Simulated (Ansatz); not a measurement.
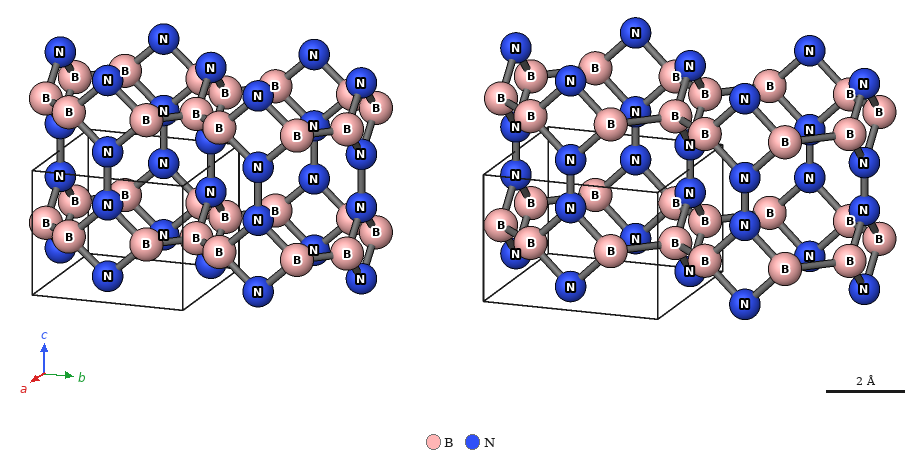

Two geometries of solid BN (a generated structure, set up in P4/mmm) (coarse preliminary run), drawn at one scale. One is the start of a relaxation, the other its converged end. A ball-and-stick model of the cell of the calculation, repeated 1 × 2 × 2 with one cell outlined, seen slightly off an axis.

These are results of Ansatz 0.2.0, DFT PBE, scalar-relativistic, plane waves, PAW, not measurements. (plane-wave cutoff 420 eV; k-point mesh 4 × 4 × 6; occupations gaussian; smearing width 0.1 eV; no spin polarisation; cell and atoms relaxed; force threshold 0.04 eV/Å; at most 70 steps)

### Which of the two is the end point?

The right one is the relaxed one. After 8 accepted moves (10 points after the start) the energy has fallen by 1076 meV per atom. Largest force component: 12 eV/Å at the start, 0.0076 eV/Å at the end. The pressure goes from 82.91 to −0.08 GPa. The SCF was repeated twice at an unchanged geometry on a basis and grid sized afresh for the cell, which shifted the energy by 46.6 meV per atom at most. The largest moves relative to the cell, 0.13 Å, are those of B atoms. By element the largest moves are B 0.13 Å, N 0.08 Å. The volume changes by +36.6 %, with a = b 4.122 → 4.771 Å (+15.8 %), c 3.318 → 3.383 Å (+2.0 %). Some distances before and after: B–B 1.997 → 2.573 Å, B–B 1.412 → 1.820 Å, N–N 1.411 → 1.276 Å, B–N 1.428 → 1.522 Å. Among the angles between lasting bonds that change: B–N–B 96.2° → 92.4°, N–B–N 83.8° → 87.6°. The space group stays P4/mmm (No. 123). Cost: 80 s on 1 thread of Intel(R) Xeon(R) Processor @ 2.50GHz (Skylake/Cascade Lake) (shared host), peak memory 0.36 GiB.

Limits of the set-up: the k-point mesh is coarse for a cell with partly filled bands.
